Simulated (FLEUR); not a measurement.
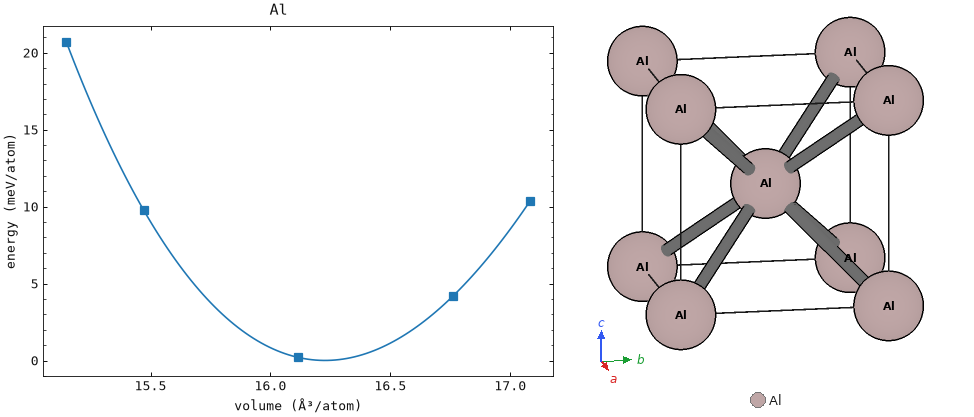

Calculation (FLEUR MaX-R8.1 (later development tree)): all-electron LAPW DFT, no spin polarisation; energies at scaled volumes of the given cell, shape and fractions fixed, counted from the fit's minimum, third-order Birch-Murnaghan fit. Level: r2SCAN.

k mesh 12×12×12; occupations Fermi–Dirac; smearing width 0.05 eV; potentials all electron; program settings basis FLAPW, kmax 4.15 1/bohr.

Cell as given: a = 2.756 Å, b = 2.756 Å, c = 2.756 Å, α = 109.47°, β = 109.47°, γ = 109.47°; 1 atom.

**Figure.** Energy against volume for Al, space group Im-3m (No. 229). The conventional cell is drawn beside the plot.

A third-order Birch–Murnaghan fit gives V0 = 16.23 Å³/atom, B0 = 81.2 GPa and B′ = 4.7. The energy is 20.72 meV/atom at volume 15.15 Å³/atom and 10.36 meV/atom at 17.08 Å³/atom; the lowest computed point is at volume 16.12 Å³/atom (0.20 meV/atom), and no other minimum shows among the points.
